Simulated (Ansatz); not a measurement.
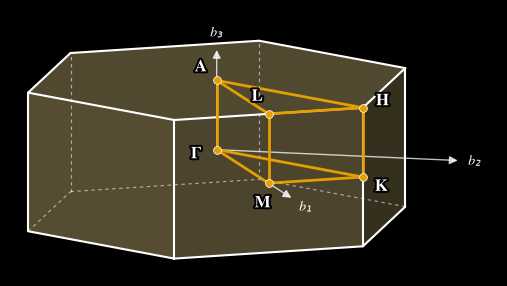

For WSe2, the end point of a relaxation with DFT PBEsol, scalar-relativistic, plane waves, PAW (Ansatz); the starting structure was generated, so it need not be a known form of this composition: the figure shows the first Brillouin zone with its special points and a band path. Geometry calculated from the standardised cell; symmetry tolerance 0.002 Å.

Labels and path follow the convention of Hinuma et al. (2017), as computed by seekpath; the arrows show the directions of the reciprocal primitive vectors b₁, b₂, b₃.

What lattice type do the shape and the labels point to?

A primitive hexagonal lattice (hP; extended symbol hP2). The zone is a hexagonal prism in its combinatorial type: 8 faces (6 with 4 edges, 2 with 6 edges), 18 edges, 12 vertices.

Write the standard path through the labelled points.

Γ–M–K–Γ–A–L–H–A | L–M | H–K
